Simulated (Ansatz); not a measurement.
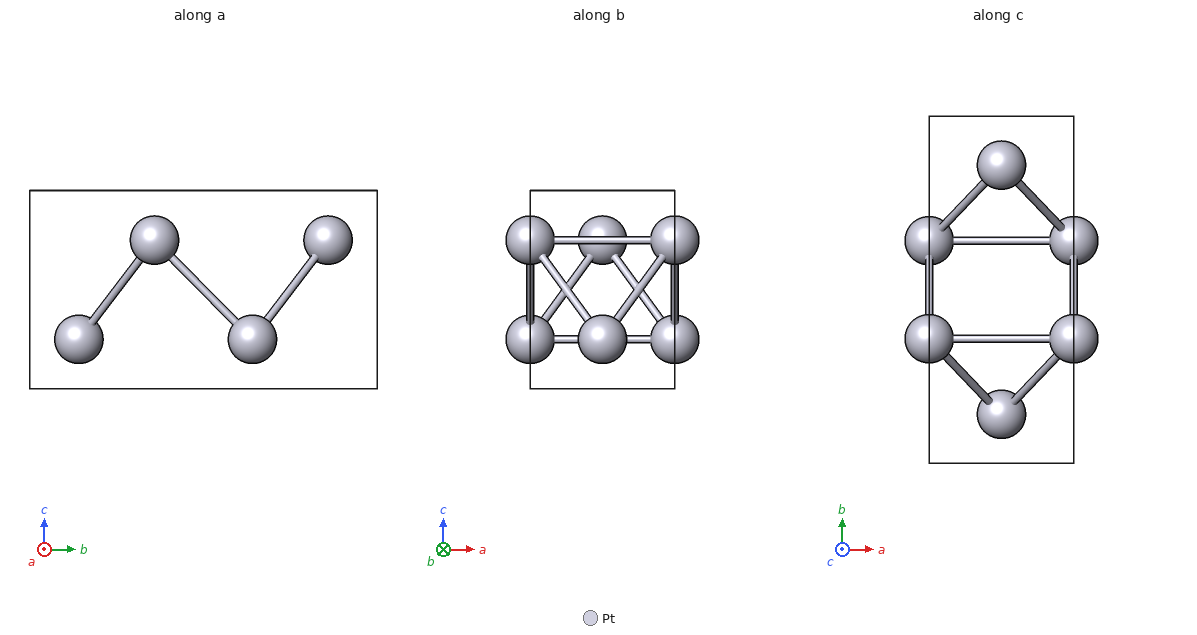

Drawn in the ball-and-stick manner and seen along the a axis, along the b axis and along the c axis. The edges of the conventional unit cell are marked.

Lattice parameters: a = 2.8321 Å, b = 6.7995 Å, c = 3.8862 Å, α = 90.000°, β = 90.000°, γ = 90.000°.

**Reconstruct the structure as a CIF with its space group and independent sites, with free fractional coordinates to two decimals.**

```cif
data_structure
_symmetry_space_group_name_H-M 'C m c m'
_symmetry_Int_Tables_number 63
_cell_length_a 2.8321
_cell_length_b 6.7995
_cell_length_c 3.8862
_cell_angle_alpha 90.000
_cell_angle_beta 90.000
_cell_angle_gamma 90.000
_cell_volume 74.84
loop_
_atom_site_label
_atom_site_type_symbol
_atom_site_symmetry_multiplicity
_atom_site_Wyckoff_symbol
_atom_site_fract_x
_atom_site_fract_y
_atom_site_fract_z
_atom_site_occupancy
Pt1 Pt 4 c 0.50 0.14 0.25 1
```

Starting structure: a structure type filled with this element by a generator (whether the element takes this form wasn't checked). Earlier steps of the study may have refined or changed the cell and positions. A calculation with Ansatz used it as input.

At this level of theory the cell isn't at rest (stretched, at -18 GPa), so its distances can differ from those at equilibrium, the more so the softer the solid.
